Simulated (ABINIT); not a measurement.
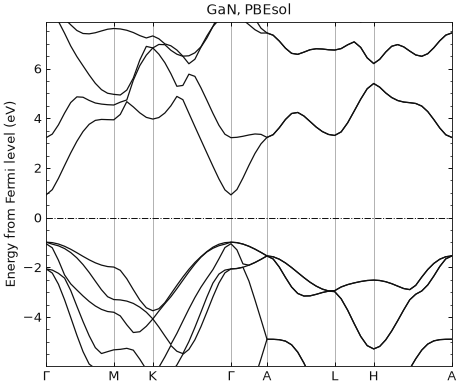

Band structure. Energies are counted from the Fermi level. The path runs straight from each named point to the next.

**What lattice type does the k path imply?**

A hexagonal (primitive) lattice: the path Γ–M–K–Γ–A–L–H–A runs through the special points of its Brillouin zone.

System: wurtzite GaN, space group P6_3mc, 4 atoms in the cell; a = 3.180 Å, c = 5.166 Å (hexagonal axes).

Computed with ABINIT 10.8.3 (patched build): PBEsol, JTH PAW PBE v2.0, no spin polarisation, no spin-orbit coupling, 10×10×5 k mesh, 844 eV cutoff, Fermi-Dirac smearing of 0.05 eV.

**Read off the fundamental gap and say whether it is direct.**

A semiconductor. The gap along this path is 1.90 eV and direct: both edges lie at Γ.

**How many bands meet at the valence-band top?**

Two bands meet at the valence-band top at Γ: it is doubly degenerate (spin aside). The next level lies only 0.06 eV lower.

**What are the direct gaps at Γ, K and M?**

The direct gaps are 1.90 eV at Γ, 7.72 eV at K and 5.93 eV at M.

**How much do the top valence band and the lowest conduction band disperse along the path?**

The top valence band spans 2.8 eV and the lowest conduction band 4.5 eV.

The PAW data sets were made with another functional. LDA, GGA and most meta-GGA functionals understate gaps.
